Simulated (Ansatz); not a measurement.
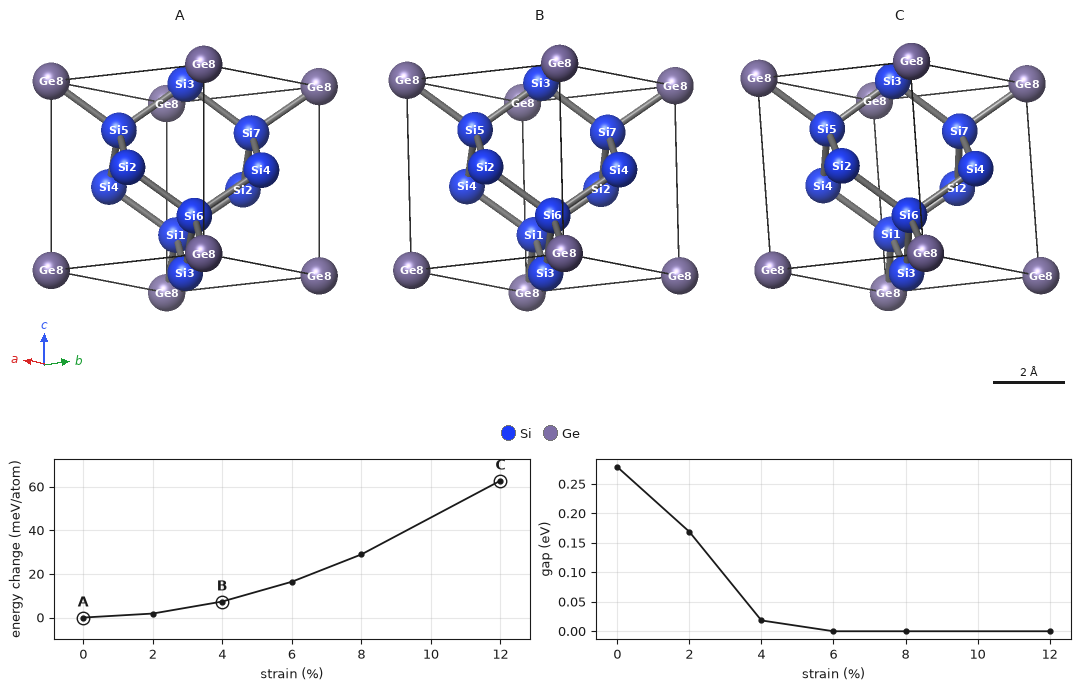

Members of a series of calculations on crystalline Si$_{7}$Ge (set up in P-43m), marked on the first curve. A ball-and-stick model of the cell of the calculation, seen from a free direction.

Theory: Ansatz 0.2.0, DFT PBEsol, scalar-relativistic, plane waves, PAW. Settings: plane-wave cutoff 420 eV; k-point mesh 8 × 8 × 8; occupations gaussian; smearing width 0.01 eV; no spin polarisation.

**Describe the series.**

Shear of c along a, cell held, atoms relaxed. A (strain 0.0 %): energy change 0.0 meV/atom, volume 20.34 Å³ per atom, gap 0.28 eV. B (strain 4.0 %): energy change 7.4 meV/atom, volume 20.34 Å³ per atom, gap 0.02 eV. C (strain 12.0 %): energy change 62.8 meV/atom, volume 20.34 Å³ per atom, gap 0.00 eV. The rest compares A with C. The drawn cell changes at constant volume: a = b unchanged at 5.459 Å, c 5.459 → 5.498 Å (+0.7 %), β 90.0° → 83.2°. Near-neighbour distances before and after: Si–Si 2.356 → 2.324 to 2.401 Å, Ge–Si 2.388 → 2.364 to 2.433 Å.
